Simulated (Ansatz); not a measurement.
Geometry relaxation, with input and output: C (part 1 of 3)

System: C (slab, 16 atoms in the cell).
Method: DFT r2SCAN, scalar-relativistic, plane waves, PAW, no spin polarisation (Ansatz 0.2.0).

The structure derives from a Materials Project entry. The input holds or restrains some coordinates. Forces given for the steps count only the free coordinates. Figures and captions count atoms from 1; the log counts them from 0 in places.

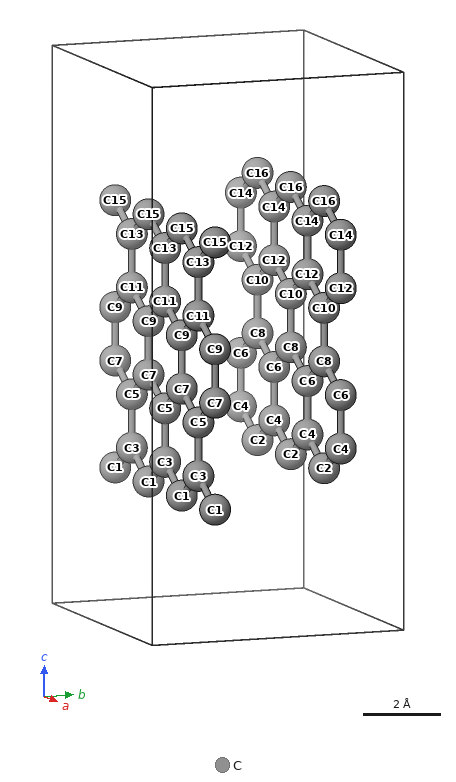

**Figure 1.** The input geometry (ball-and-stick view of the 3 × 1 repeat of the cell, with the vacuum cut short, seen slightly off an axis; atoms are numbered from 1 in the order of the input). An atom can appear more than once, as a periodic image. Near neighbours in the periodic cell (some may lie outside the picture): C has 2 C at 1.42 Å; C has 3 C at 1.42 Å.

## Input
```yaml
crystal:
  lattice:
    - [2.4557922028, 0.0, 0.0]
    - [0.0, 7.0404094286, 0.0]
    - [0.0, 0.0, 24.7981875914]
  atoms:
    - { symbol: C, position: [0.0, 0.25, 0.3427669852] }
    - { symbol: C, position: [0.5, 0.75, 0.3713548061] }
    - { symbol: C, position: [0.5, 0.25, 0.3713548061] }
    - { symbol: C, position: [0.0, 0.75, 0.399942627] }
    - { symbol: C, position: [0.5, 0.25, 0.4285304478] }
    - { symbol: C, position: [0.0, 0.75, 0.4571182687] }
    - { symbol: C, position: [0.0, 0.25, 0.4571182687] }
    - { symbol: C, position: [0.5, 0.75, 0.4857060896] }
    - { symbol: C, position: [0.0, 0.25, 0.5142939104] }
    - { symbol: C, position: [0.5, 0.75, 0.5428817313] }
    - { symbol: C, position: [0.5, 0.25, 0.5428817313] }
    - { symbol: C, position: [0.0, 0.75, 0.5714695522] }
    - { symbol: C, position: [0.5, 0.25, 0.600057373] }
    - { symbol: C, position: [0.0, 0.75, 0.6286451939] }
    - { symbol: C, position: [0.0, 0.25, 0.6286451939] }
    - { symbol: C, position: [0.5, 0.75, 0.6572330148] }
basis:
  ecutwfc: 500
kpoints:
  mp_grid: { grid: [12, 4, 1] }
hamiltonian:
  xc: r2scan
scf:
  occupations: { method: gaussian, width: 0.1 }
output:
  forces: true
  eigenvalues: true
  write_density: true
  write_potential: true
  elf: true
  volumetric_format: npy
relax:
  adjacent_minimum: "off"
  f_tol: 0.03
  max_steps: 70
  constraints: [{ sites: [0, 1, 2, 3, 4, 5, 6, 7] }]
efield:
  axis: 3
  dipole_correction: true
```

Launched with:
```bash
ansatz run input.yaml --threads 2 --pin off --max-ram 5120MiB --backend cpu --events-out ev --progress --plain --runs-dir out
```

## The program's output
```
Engine: ansatz 0.2.0, x86_64-unknown-linux-gnu
Pseudopotentials: kind: paw
Pseudopotential: C, paw, valence charge 4, recommended cutoff 500 eV (meta_gga), C.paw.azcp
Functional definition: r2SCAN
  parameter k0 = 0.174
  parameter k1 = 0.065
  parameter a1 = 4.9479
  exchange = r2scan_x(k0 = k0, k1 = k1, a1 = a1)
  correlation = r2scan_c
Crystal: 16 atoms, lattice volume = 428.755 Å³
Basis set: ecut = 500 eV, 10975 PW (Γ), exchange–correlation on 72×216×768 points (64 copies of the dense FFT grid, shifted against one another)
Bands: 48, of which v1, the nominal top of the filled ones, is band 32 counted from 1 (31 counted from 0)
Symmetry: 4 space group operations
k-points: 21 of 48
Non-local potential: C, projectors of the file, l = 0: 2, l = 1: 2, l = 2: 1
PAW form: soft (Blöchl's): semilocal exchange-correlation on the pseudo side does not see the compensation charge
PAW frozen core: C, regenerated for the run's functional (the file was generated under x = pbe(κ = 0.804, μ = 0.2195149727645171), c = pbe(β = 0.06672455060314922))
PAW one-centre angular grid: C, 302 points (default); XC on 239 of its mesh's 2573 points in the sphere
Initial density: superposition of atomic densities (neutral atoms: chi_scale 0, normalization atom), corrected by the library's trained network
Initial wavefunctions: pseudopotential atomic-orbital guess
Functional: x = r2scan, c = r2scan; τ floored in thin density (d = 2e-4 eV/Å³)
SCF iter   1: F=—  HF=-4012.395330 eV  |F-HF|=—  |Δ(HF+E_count)|=         —  Δρ=1.67e-2  dr2=9.95e-1  dr2_τ=2.75e0  ethr=1.77e-3  p=0.000 e·Å  D=8.73e-14 V/Å  ΔV_dip=-0.00 eV  dr2_dipole=2.70e-7  V_vac-E_F(+/−)=7.67/7.68 eV  ⟨swp⟩=14.3  Hψ=6913  notcnv=0  defer=86
efield: sawtooth ramp at fractional position 0.9500 (placed from the atoms, in the widest stretch of the axis that holds none; the zero of the levels goes with the place), width 0.1000; the density the first Hamiltonian is built on has a dipole p = 0.000 e·Å; the dipole correction subtracts the counter field D = 8.73e-14 V/Å, which shifts the + side's vacuum level by -0.00 eV against the − side's; the planar-averaged density in the ramp window peaks in size at 1.0e-4 e/Å³
preconditioner: auto → LDOS  [metal: Δε(μ)=0.001 eV  Ē_g=14.440 eV  σ=0.100 eV  W_gap=0.01  n_scr=58 (ndim 8)  ℏωp=14.3 eV  f_vac=0.583  D(μ)=11.23/eV (n_scr^D=64)  β→1.0]
SCF iter   2: F=—  HF=-4012.635046 eV  |F-HF|=—  |Δ(HF+E_count)|=   2.40e-1  Δρ=8.53e-3  dr2=6.34e-1  dr2_τ=1.12e-2  ethr=1.56e-3  p=0.000 e·Å  D=4.73e-5 V/Å  ΔV_dip=-0.00 eV  dr2_dipole=6.26e-5  V_vac-E_F(+/−)=7.25/7.25 eV  ⟨swp⟩=3.1  Hψ=1848  notcnv=0  defer=199
SCF iter   3: F=—  HF=-4012.579040 eV  |F-HF|=—  |Δ(HF+E_count)|=   5.60e-2  Δρ=5.87e-3  dr2=2.59e-1  dr2_τ=4.18e-3  ethr=9.91e-4  p=0.000 e·Å  D=1.74e-5 V/Å  ΔV_dip=-0.00 eV  dr2_dipole=2.95e-6  V_vac-E_F(+/−)=7.10/7.10 eV  ⟨swp⟩=2.0  Hψ=940  notcnv=0  defer=201
SCF iter   4: F=—  HF=-4012.566929 eV  |F-HF|=—  |Δ(HF+E_count)|=   1.21e-2  Δρ=3.53e-3  dr2=1.05e-1  dr2_τ=3.76e-3  ethr=4.05e-4  p=-0.000 e·Å  D=-7.04e-5 V/Å  ΔV_dip=0.00 eV  dr2_dipole=2.30e-7  V_vac-E_F(+/−)=6.95/6.95 eV  ⟨swp⟩=1.7  Hψ=1026  notcnv=0  defer=201
SCF iter   5: F=—  HF=-4012.552298 eV  |F-HF|=—  |Δ(HF+E_count)|=   1.46e-2  Δρ=8.53e-4  dr2=6.57e-3  dr2_τ=1.07e-4  ethr=1.64e-4  p=-0.000 e·Å  D=-1.21e-4 V/Å  ΔV_dip=0.00 eV  dr2_dipole=1.05e-5  V_vac-E_F(+/−)=6.84/6.84 eV  ⟨swp⟩=2.3  Hψ=1592  notcnv=0  defer=196
SCF iter   6: F=—  HF=-4012.552314 eV  |F-HF|=—  |Δ(HF+E_count)|=   1.53e-5  Δρ=3.92e-4  dr2=1.39e-3  dr2_τ=8.57e-5  ethr=1.03e-5  p=-0.000 e·Å  D=-6.46e-5 V/Å  ΔV_dip=0.00 eV  dr2_dipole=5.88e-6  V_vac-E_F(+/−)=6.88/6.88 eV  ⟨swp⟩=2.4  Hψ=1550  notcnv=0  defer=196
SCF iter   7: F=—  HF=-4012.552457 eV  |F-HF|=—  |Δ(HF+E_count)|=   1.43e-4  Δρ=1.08e-4  dr2=1.80e-4  dr2_τ=5.09e-6  ethr=2.18e-6  p=0.000 e·Å  D=8.36e-6 V/Å  ΔV_dip=-0.00 eV  dr2_dipole=5.93e-8  V_vac-E_F(+/−)=6.92/6.92 eV  ⟨swp⟩=2.6  Hψ=1339  notcnv=0  defer=196
SCF iter   8: F=-4012.552522 eV  HF=-4012.552516 eV  |F-HF|=6.57e-6  |Δ(HF+E_count)|=   5.89e-5  Δρ=5.53e-5  dr2=2.22e-5  dr2_τ=7.73e-7  ethr=3.52e-8  p=0.000 e·Å  D=1.98e-5 V/Å  ΔV_dip=-0.00 eV  dr2_dipole=1.85e-7  V_vac-E_F(+/−)=6.94/6.94 eV  ⟨swp⟩=28.6  Hψ=11748  notcnv=0
SCF 1 converged in 8 iterations: F = -4012.552522 eV  dr2 = 2.22e-5
  greatest PAW one-centre occupation: 0.711 electrons in one spin orbital (limit 2), on the C atom at site 15 (counted from 0), in its partial waves of l = 0
relax step   1: F+E_penalty+E_count = -4012.55252237 eV  Δ(F+E_penalty+E_count) = +0.000e0 eV  max|allowed force component| = 3.062e0 eV/Å  Δτ_max = 0.0000 Å  (8 SCF iters, dr2 threshold 2.25e-5 eV, accepted)
Initial density: handed on by an earlier stage of this run
Initial wavefunctions: those handed on with the density
iter 1 solved again at ethr=2.35e-3 eV; its pass at ethr=3.10e-3 eV (dr2=1.50e0 eV) is discarded
SCF iter   1: F=—  HF=-4012.711866 eV  |F-HF|=—  |Δ(HF+E_count)|=         —  Δρ=5.61e-3  dr2=1.46e0  dr2_τ=1.84e-2  ethr=2.35e-3  p=0.000 e·Å  D=1.98e-5 V/Å  ΔV_dip=-0.00 eV  dr2_dipole=7.14e-1  V_vac-E_F(+/−)=6.90/6.90 eV  ⟨swp⟩=1.0  Hψ=2600  notcnv=0  defer=163
efield: sawtooth ramp at fractional position 0.9500 (handed on by an earlier solve), width 0.1000; the density the first Hamiltonian is built on has a dipole p = 0.000 e·Å; the dipole correction subtracts the counter field D = 1.98e-5 V/Å, which shifts the + side's vacuum level by -0.00 eV against the − side's; the planar-averaged density in the ramp window peaks in size at 2.5e-7 e/Å³
preconditioner: auto → LDOS  [metal: Δε(μ)=0.038 eV  Ē_g=14.524 eV  σ=0.100 eV  W_gap=0.21  n_scr=58 (ndim 8)  ℏωp=14.3 eV  f_vac=0.590  D(μ)=11.13/eV (n_scr^D=64)  β→1.0]
SCF iter   2: F=—  HF=-4012.694276 eV  |F-HF|=—  |Δ(HF+E_count)|=   1.76e-2  Δρ=1.55e-3  dr2=6.96e-2  dr2_τ=3.85e-3  ethr=2.28e-3  p=0.015 e·Å  D=6.29e-3 V/Å  ΔV_dip=-0.16 eV  dr2_dipole=3.20e-2  V_vac-E_F(+/−)=6.78/6.94 eV  ⟨swp⟩=1.2  Hψ=832  notcnv=0  defer=164
SCF iter   3: F=—  HF=-4012.696302 eV  |F-HF|=—  |Δ(HF+E_count)|=   2.03e-3  Δρ=1.32e-3  dr2=4.60e-2  dr2_τ=1.28e-3  ethr=1.09e-4  p=0.018 e·Å  D=7.76e-3 V/Å  ΔV_dip=-0.19 eV  dr2_dipole=2.03e-2  V_vac-E_F(+/−)=6.77/6.96 eV  ⟨swp⟩=2.3  Hψ=1279  notcnv=0  defer=187
SCF iter   4: F=—  HF=-4012.695706 eV  |F-HF|=—  |Δ(HF+E_count)|=   5.96e-4  Δρ=3.80e-4  dr2=3.61e-3  dr2_τ=1.01e-5  ethr=7.19e-5  p=0.018 e·Å  D=7.64e-3 V/Å  ΔV_dip=-0.19 eV  dr2_dipole=1.54e-3  V_vac-E_F(+/−)=6.76/6.95 eV  ⟨swp⟩=1.4  Hψ=862  notcnv=0  defer=187
SCF iter   5: F=—  HF=-4012.695563 eV  |F-HF|=—  |Δ(HF+E_count)|=   1.43e-4  Δρ=1.98e-4  dr2=2.03e-4  dr2_τ=1.18e-5  ethr=5.65e-6  p=0.018 e·Å  D=7.81e-3 V/Å  ΔV_dip=-0.19 eV  dr2_dipole=2.15e-7  V_vac-E_F(+/−)=6.75/6.95 eV  ⟨swp⟩=1.5  Hψ=1206  notcnv=0  defer=187
SCF iter   6: F=-4012.695495 eV  HF=-4012.695548 eV  |F-HF|=5.27e-5  |Δ(HF+E_count)|=   1.48e-5  Δρ=8.40e-5  dr2=7.58e-5  dr2_τ=8.72e-7  ethr=1.56e-7  p=0.020 e·Å  D=8.23e-3 V/Å  ΔV_dip=-0.20 eV  dr2_dipole=1.99e-5  V_vac-E_F(+/−)=6.74/6.95 eV  ⟨swp⟩=24.8  Hψ=10969  notcnv=0
SCF 2 converged in 6 iterations: F = -4012.695495 eV  dr2 = 7.58e-5
  greatest PAW one-centre occupation: 0.714 electrons in one spin orbital (limit 2), on the C atom at site 15 (counted from 0), in its partial waves of l = 0
relax step   2: F+E_penalty+E_count = -4012.69549540 eV  Δ(F+E_penalty+E_count) = -1.430e-1 eV  max|allowed force component| = 1.987e0 eV/Å  Δτ_max = 0.0220 Å  (6 SCF iters, dr2 threshold 1.00e-4 eV, accepted)
SCF iter   1: F=—  HF=-4012.833832 eV  |F-HF|=—  |Δ(HF+E_count)|=         —  Δρ=8.45e-3  dr2=3.28e0  dr2_τ=5.35e-2  ethr=3.10e-3  p=0.020 e·Å  D=8.23e-3 V/Å  ΔV_dip=-0.20 eV  dr2_dipole=1.57e0  V_vac-E_F(+/−)=6.69/6.89 eV  ⟨swp⟩=2.7  Hψ=1874  notcnv=0  defer=183
efield: sawtooth ramp at fractional position 0.9500 (handed on by an earlier solve), width 0.1000; the density the first Hamiltonian is built on has a dipole p = 0.020 e·Å; the dipole correction subtracts the counter field D = 8.23e-3 V/Å, which shifts the + side's vacuum level by -0.20 eV against the − side's; the planar-averaged density in the ramp window peaks in size at 5.9e-7 e/Å³
preconditioner: auto → LDOS  [metal: Δε(μ)=0.033 eV  Ē_g=14.565 eV  σ=0.100 eV  W_gap=0.18  n_scr=58 (ndim 8)  ℏωp=14.3 eV  f_vac=0.591  D(μ)=8.70/eV (n_scr^D=50)  β→1.0]
SCF iter   2: F=—  HF=-4012.790409 eV  |F-HF|=—  |Δ(HF+E_count)|=   4.34e-2  Δρ=1.77e-3  dr2=1.58e-2  dr2_τ=1.50e-2  ethr=3.10e-3  p=0.047 e·Å  D=1.97e-2 V/Å  ΔV_dip=-0.49 eV  dr2_dipole=1.03e-3  V_vac-E_F(+/−)=6.46/6.95 eV  ⟨swp⟩=1.5  Hψ=1216  notcnv=0  defer=185
SCF iter   3: F=—  HF=-4012.796304 eV  |F-HF|=—  |Δ(HF+E_count)|=   5.90e-3  Δρ=1.03e-3  dr2=7.68e-3  dr2_τ=6.87e-4  ethr=2.47e-5  p=0.048 e·Å  D=2.02e-2 V/Å  ΔV_dip=-0.50 eV  dr2_dipole=1.47e-3  V_vac-E_F(+/−)=6.45/6.95 eV  ⟨swp⟩=2.0  Hψ=1519  notcnv=0  defer=195
SCF iter   4: F=—  HF=-4012.795663 eV  |F-HF|=—  |Δ(HF+E_count)|=   6.41e-4  Δρ=4.22e-4  dr2=1.12e-3  dr2_τ=1.54e-5  ethr=1.20e-5  p=0.049 e·Å  D=2.06e-2 V/Å  ΔV_dip=-0.51 eV  dr2_dipole=5.59e-5  V_vac-E_F(+/−)=6.44/6.95 eV  ⟨swp⟩=2.9  Hψ=1547  notcnv=0  defer=195
SCF iter   5: F=—  HF=-4012.795689 eV  |F-HF|=—  |Δ(HF+E_count)|=   2.57e-5  Δρ=2.32e-4  dr2=3.56e-4  dr2_τ=1.08e-5  ethr=1.74e-6  p=0.051 e·Å  D=2.16e-2 V/Å  ΔV_dip=-0.54 eV  dr2_dipole=1.40e-5  V_vac-E_F(+/−)=6.42/6.95 eV  ⟨swp⟩=2.3  Hψ=1055  notcnv=0  defer=195
SCF iter   6: F=—  HF=-4012.795725 eV  |F-HF|=—  |Δ(HF+E_count)|=   3.66e-5  Δρ=1.19e-4  dr2=2.52e-4  dr2_τ=4.90e-6  ethr=5.56e-7  p=0.053 e·Å  D=2.24e-2 V/Å  ΔV_dip=-0.56 eV  dr2_dipole=9.09e-5  V_vac-E_F(+/−)=6.40/6.96 eV  ⟨swp⟩=2.3  Hψ=1311  notcnv=0  defer=195
SCF iter   7: F=-4012.795733 eV  HF=-4012.795739 eV  |F-HF|=6.08e-6  |Δ(HF+E_count)|=   1.37e-5  Δρ=4.80e-5  dr2=1.56e-5  dr2_τ=6.40e-7  ethr=1.56e-7  p=0.053 e·Å  D=2.25e-2 V/Å  ΔV_dip=-0.56 eV  dr2_dipole=9.72e-7  V_vac-E_F(+/−)=6.40/6.96 eV  ⟨swp⟩=25.8  Hψ=11166  notcnv=0
SCF 3 converged in 7 iterations: F = -4012.795733 eV  dr2 = 1.56e-5
  greatest PAW one-centre occupation: 0.718 electrons in one spin orbital (limit 2), on the C atom at site 15 (counted from 0), in its partial waves of l = 0
relax step   3: F+E_penalty+E_count = -4012.79573304 eV  Δ(F+E_penalty+E_count) = -1.002e-1 eV  max|allowed force component| = 2.154e-1 eV/Å  Δτ_max = 0.0420 Å  (7 SCF iters, dr2 threshold 1.00e-4 eV, accepted)
iter 1 solved again at ethr=1.17e-5 eV; its pass at ethr=3.10e-3 eV (dr2=7.48e-3 eV) is discarded
```
